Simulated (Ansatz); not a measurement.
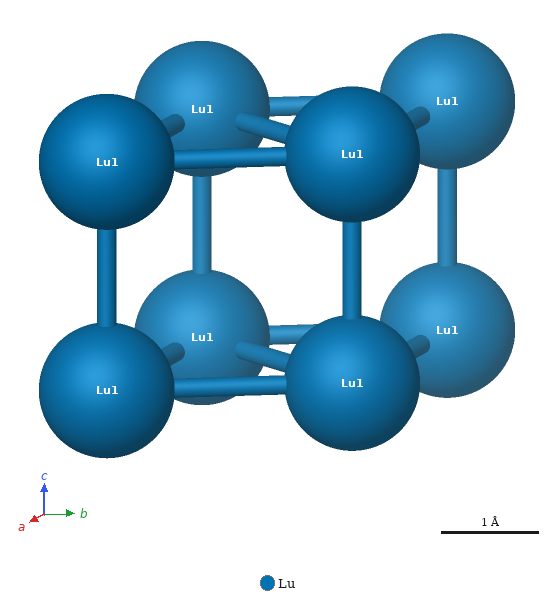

Fig. 1: The input geometry of run 1 (ball-and-stick view of the cell of the calculation, seen slightly off an axis; atoms are numbered from 1 in the order of the input). An atom can appear more than once, as a periodic image. Near neighbours in the periodic cell (some may lie outside the picture): Lu has 8 Lu at 2.44 to 2.57 Å.

## Two runs on Lu

System: Lu (P6/mmm, 1 atom in the cell).
Method of run 1: DFT, PBE, PAW with Ansatz's default frozen-core files, scalar-relativistic, no spin polarisation (Ansatz 0.2.0).

Text and figures count atoms from 1; the logs count them from 0 in places.

### The input, run 1
```yaml
crystal:
  lattice:
    - [2.5700077813, 0.0, 0.0]
    - [-1.2850038906, 2.2256920265, 0.0]
    - [0.0, 0.0, 2.4395258854]
  atoms:
    - { symbol: Lu, position: [0.0, 0.0, 0.0] }
kpoints:
  mp_grid: { grid: [13, 13, 12] }
scf:
  occupations: { method: fermi_dirac, width: 0.08 }
hamiltonian:
  xc: pbe
  pseudopotentials: { kind: paw }
output:
  forces: true
  stress: true
  eigenvalues: true
  populations: true
```

Command:
```bash
ansatz run input.yaml --threads 1 --pin off --max-ram 2048MiB --backend cpu --events-out ev --progress --plain --runs-dir out
```

Hardware: 1 thread of Arm Neoverse V1, 24 GiB of memory available, shared host.

### Output, shortened to warnings, some set-up lines, iterations and results (run 1)
```
Basis set: ecut = 420 eV, 255 PW (Γ), exchange–correlation on 36×36×36 points (8 copies of the dense FFT grid, shifted against one another)
Symmetry: 24 space group operations
k-points: 147 of 2028
Initial density: superposition of atomic densities (neutral atoms: chi_scale 0, normalization atom), corrected by the library's trained network
[...]
SCF iter   1: F=—  HF=-14728.735386 eV  |F-HF|=—  |Δ(HF+E_count)|=         —  Δρ=2.02e-2  dr2=2.96e-2  ethr=1.77e-3  ⟨swp⟩=7.6  Hψ=18014  notcnv=0
SCF iter   2: F=—  HF=-14728.733352 eV  |F-HF|=—  |Δ(HF+E_count)|=   2.03e-3  Δρ=1.18e-2  dr2=9.96e-3  ethr=1.18e-4  ⟨swp⟩=2.6  Hψ=6410  notcnv=0  defer=2
SCF iter   3: F=—  HF=-14728.737448 eV  |F-HF|=—  |Δ(HF+E_count)|=   4.10e-3  Δρ=7.55e-3  dr2=5.27e-3  ethr=3.98e-5  ⟨swp⟩=3.3  Hψ=6536  notcnv=0  defer=2
SCF iter   4: F=—  HF=-14728.732596 eV  |F-HF|=—  |Δ(HF+E_count)|=   4.85e-3  Δρ=1.26e-3  dr2=6.88e-5  ethr=2.11e-5  ⟨swp⟩=3.5  Hψ=7445  notcnv=0  defer=4
SCF iter   5: F=—  HF=-14728.732686 eV  |F-HF|=—  |Δ(HF+E_count)|=   9.04e-5  Δρ=3.69e-4  dr2=1.36e-5  ethr=2.75e-7  ⟨swp⟩=3.4  Hψ=5648  notcnv=0  defer=4
SCF iter   6: F=—  HF=-14728.732664 eV  |F-HF|=—  |Δ(HF+E_count)|=   2.27e-5  Δρ=1.06e-4  dr2=1.39e-6  ethr=5.45e-8  ⟨swp⟩=3.4  Hψ=6023  notcnv=0  defer=4
SCF iter   7: F=-14728.732663 eV  HF=-14728.732663 eV  |F-HF|=1.14e-8  |Δ(HF+E_count)|=   4.30e-7  Δρ=1.90e-5  dr2=2.22e-8  ethr=4.00e-10  ⟨swp⟩=9.3  Hψ=20589  notcnv=0
SCF 1 converged in 7 iterations: F = -14728.732663 eV  dr2 = 2.22e-8
SCF converged after 7 iterations
Free energy (F): -14728.732663 eV
Harris-Foulkes:  -14728.732663 eV  (|F-HF|=1.14e-8)
Internal energy: -14728.707380 eV  (E = F + TS)
E sigma→0 (E₀):  -14728.720021 eV
Entropy (-TS):   -0.025283 eV (-25.283 meV/atom)
Fermi energy:    29.778089 eV
--- Per-component energies (eV) ---
  E_band       = 403.181373
  E_kinetic    = 447.946963
  E_local      = -4910.459756  (includes V_loc(G=0)·N_el)
  E_nonlocal   = 576.816781
  E_hartree    = 2109.536277
  E_xc         = -228.045017
  E_vxc        = -271.681276  (∫ρ·V_xc dr)
  E_paw        = -7378.410344  (= ΣΔE_a)
  E_vpaw       = 341.477767  (= ΣTr[D̂ρ^β])
  E_aug_tail   = 0.000033  (compensation charges beyond the density's cutoff)
  E_ewald      = -5346.092318
  E_smearing   = -0.025283  (= −TS)
  E_closure    = 0.000000  (closes the sum)
  Σ components = -14728.732663   (vs F -14728.732663, Δ=0.00e0)
--- Forces (eV/Å), atoms counted from 1 ---
  atom   1  Lu     0.00000000     0.00000000    -0.00000000
  max |Σ_I F_I| component: 3.29e-32 eV/Å
--- Stress (GPa, compression-positive) ---
      119.084916       0.000000       0.000000
        0.000000     119.084916      -0.000000
        0.000000      -0.000000     119.384315
  P = ⅓ Tr σ = 119.1847 GPa (1191.847 kbar)
--- Löwdin populations: 1 site ---
  site symbol       q [e]
     0     Lu     24.9706
  spilling = 0.001177 (of n_electrons = 25.000000)
```

The input of run 2 differs as follows (lines with − go, lines with + come):
```diff
-  pseudopotentials: { kind: paw }
+  pseudopotentials: { kind: all_electron, lapw: { basis_error: 0.001 } }
```

How does run 2 compare with run 1?

The total energies belong to different models, so their difference says nothing on which is more stable or more accurate. The pressure goes from 119.18 to 119.34 GPa. The SCF takes 8 iterations against 7. On the same kind of shared host run 2 took about 6.7 times as long. The two runs start from different initial densities, which also moves the count.

### Output, shortened to warnings, some set-up lines, iterations and results (run 2)
```
Basis set: ecut = 411.6156419901584 eV, 255 PW (Γ), exchange–correlation at level 2
Symmetry: 24 space group operations
k-points: 147 of 2028
Initial density: superposition of atomic densities (chi_scale 0.1, normalization cell)
[...]
SCF iter   1: F=—  HF=-396240.053487 eV  |F-HF|=—  |Δ(HF+E_count)|=         —  Δρ=3.38e-2  dr2=1.18e-1  ethr=2.74e-4  ⟨swp⟩=2.7  Hψ=24179  notcnv=0
SCF iter   2: F=—  HF=-396240.484751 eV  |F-HF|=—  |Δ(HF+E_count)|=   4.31e-1  Δρ=1.32e-2  dr2=1.47e-2  ethr=2.74e-4  ⟨swp⟩=3.0  Hψ=13298  notcnv=0
SCF iter   3: F=—  HF=-396239.398119 eV  |F-HF|=—  |Δ(HF+E_count)|=    1.09e0  Δρ=5.19e-3  dr2=3.03e-3  ethr=3.43e-5  ⟨swp⟩=3.0  Hψ=13166  notcnv=0
SCF iter   4: F=—  HF=-396239.363432 eV  |F-HF|=—  |Δ(HF+E_count)|=         —  Δρ=2.99e-3  dr2=7.71e-4  ethr=7.04e-6  ⟨swp⟩=3.0  Hψ=12256  notcnv=0
SCF iter   5: F=—  HF=-396239.360673 eV  |F-HF|=—  |Δ(HF+E_count)|=   2.76e-3  Δρ=6.69e-4  dr2=3.29e-5  ethr=7.63e-8  ⟨swp⟩=2.0  Hψ=19251  notcnv=0
SCF iter   6: F=—  HF=-396239.360705 eV  |F-HF|=—  |Δ(HF+E_count)|=   3.22e-5  Δρ=1.18e-4  dr2=1.03e-6  ethr=7.63e-8  ⟨swp⟩=2.2  Hψ=11343  notcnv=0
SCF iter   7: F=—  HF=-396239.360685 eV  |F-HF|=—  |Δ(HF+E_count)|=   2.03e-5  Δρ=3.26e-5  dr2=7.99e-8  ethr=2.39e-9  ⟨swp⟩=3.0  Hψ=12285  notcnv=0
SCF iter   8: F=-396239.360684 eV  HF=-396239.360684 eV  |F-HF|=1.26e-8  |Δ(HF+E_count)|=   1.24e-6  Δρ=2.63e-6  dr2=3.53e-10  ethr=1.86e-10  ⟨swp⟩=3.0  Hψ=12310  notcnv=0
SCF 1 converged in 8 iterations: F = -396239.360684 eV  dr2 = 3.53e-10
SCF converged after 8 iterations
Free energy (F): -396239.360684 eV
Harris-Foulkes:  -396239.360684 eV  (|F-HF|=1.26e-8)
Internal energy: -396239.335407 eV  (E = F + TS)
E sigma→0 (E₀):  -396239.348045 eV
Entropy (-TS):   -0.025277 eV (-25.277 meV/atom)
Fermi energy:    32.459122 eV
--- Per-component energies (eV) ---
  E_band       = -3887.570814
  E_kinetic    = 439536.868605
  E_xc         = -8216.542853
  E_electrostatic = -827559.661159  (all electrons and nuclei)
  E_smearing   = -0.025277  (= −TS)
  E_closure    = 0.000000  (closes the sum)
  E_atoms      = -396238.555643  (free atoms, spherical and without spin; not in F)
  Σ components = -396239.360684   (vs F -396239.360684, Δ=0.00e0)
  Basis errors (estimates in eV, not in F): energy 3.0e-4 per atom: plane waves 2.8e-4 (1.5e-4 summed), levels above the bands 3.3e-78, relativity 1.1e-7, radial functions 2.6e-5, core shells 6.0e-11; eigenvalues (radial functions only) 2.8e-7; not estimated: angular momenta, meshes, grids; target …
--- Forces (eV/Å), atoms counted from 1 ---
  atom   1  Lu    -0.00000000     0.00000000     0.00000000
  max |Σ_I F_I| component: 1.84e-30 eV/Å
--- Stress (GPa, compression-positive) ---
      119.230570       0.000000       0.000000
        0.000000     119.230570       0.000000
        0.000000       0.000000     119.556676
  P = ⅓ Tr σ = 119.3393 GPa (1193.393 kbar)
--- Löwdin populations: 1 site ---
  site symbol       q [e]
     0     Lu     70.9839
  spilling = 0.000227 (of n_electrons = 71.000000)
```

### The two runs side by side

| quantity | run 1 | run 2 |
| --- | --- | --- |
| outcome | converged | converged |
| free energy per atom (eV) | −14728.7327 | −396239.3607 |
| energy per atom, smearing taken to zero (eV) | −14728.7200 | −396239.3480 |
| pressure (GPa) | 119.18 | 119.34 |
| largest force (eV/Å) | 0.000 | 0.000 |
| SCF iterations | 7 | 8 |
| irreducible k-points | 147 | 147 |
| plane waves at Γ | 255 | 255 |
| wall time (shared host) | 4.3 s | 29 s |

For both runs: The cell is under a pressure of 119 GPa at this level, so it is not at its equilibrium volume.
